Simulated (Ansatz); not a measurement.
Structure data:

```xyz
12
Lattice="4.9326 0.0000 0.0000 0.0000 4.9326 0.0000 0.0000 0.0000 4.9326" Properties=species:S:1:pos:R:3 pbc="T T T"
Si    1.2332    3.6995    3.6995
Si    1.2332    1.2332    3.6995
Ni    0.0000    0.0000    0.0000
Si    1.2332    1.2332    1.2332
Si    1.2332    3.6995    1.2332
Ni    0.0000    2.4663    2.4663
Si    3.6995    3.6995    1.2332
Si    3.6995    1.2332    1.2332
Ni    2.4663    0.0000    2.4663
Si    3.6995    1.2332    3.6995
Si    3.6995    3.6995    3.6995
Ni    2.4663    2.4663    0.0000
```

Question: Before looking at a picture, describe the arrangement of atoms.

Answer: Formula: Si2Ni. Space group: Fm-3m (No. 225). Lattice: face-centred cubic. Type of structure: fluorite (CaF₂ type). In the cell are 8 Si, 4 Ni, which makes 4 formula units. Si is coordinated by six Si and four Ni (2.47 Å to Si, 2.14 Å to Ni). Each Ni atom is coordinated by eight Si in a cubic arrangement at 2.14 Å. The bonds build a three-dimensional framework.

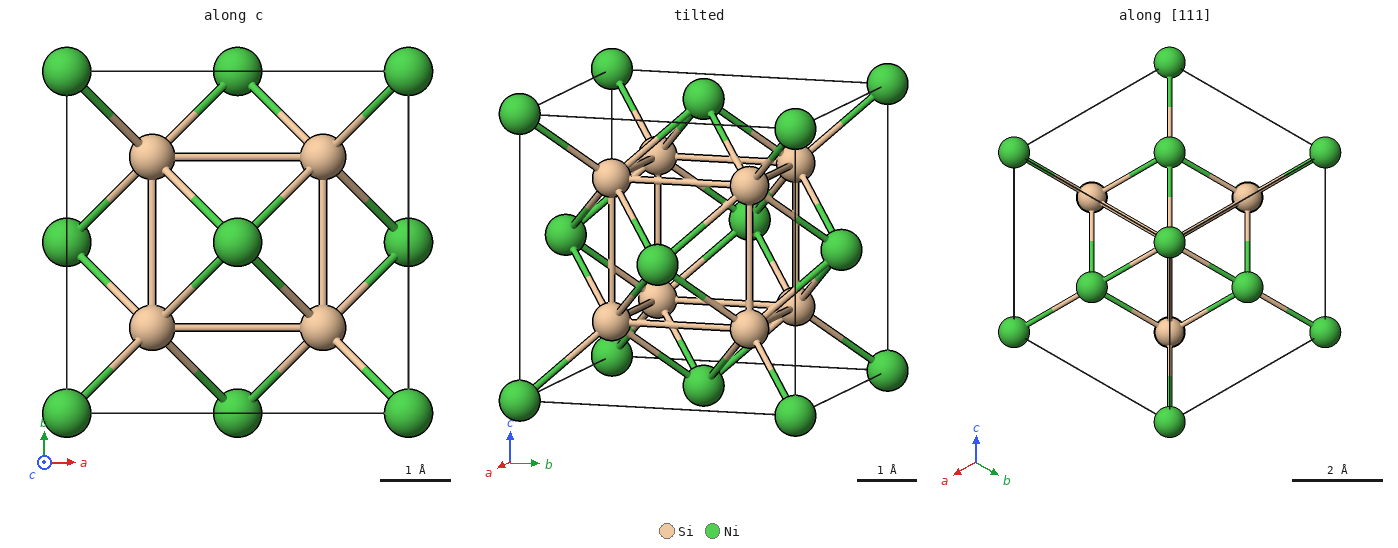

View along the c axis, slightly off an axis and along [111], drawn as a ball-and-stick model. The conventional unit cell is outlined; an atom on or near a face, edge or corner is repeated at each equivalent position. Colours: silicon light orange, nickel green.

Origin of the cell: a structure listed in the Materials Project. Earlier steps of the study may have refined or changed the cell and positions. It went into a calculation with Ansatz.

At this level of theory the run's own cell isn't at rest (compressed, at 94 GPa), so its distances can differ from those at equilibrium, the more so the softer the solid.
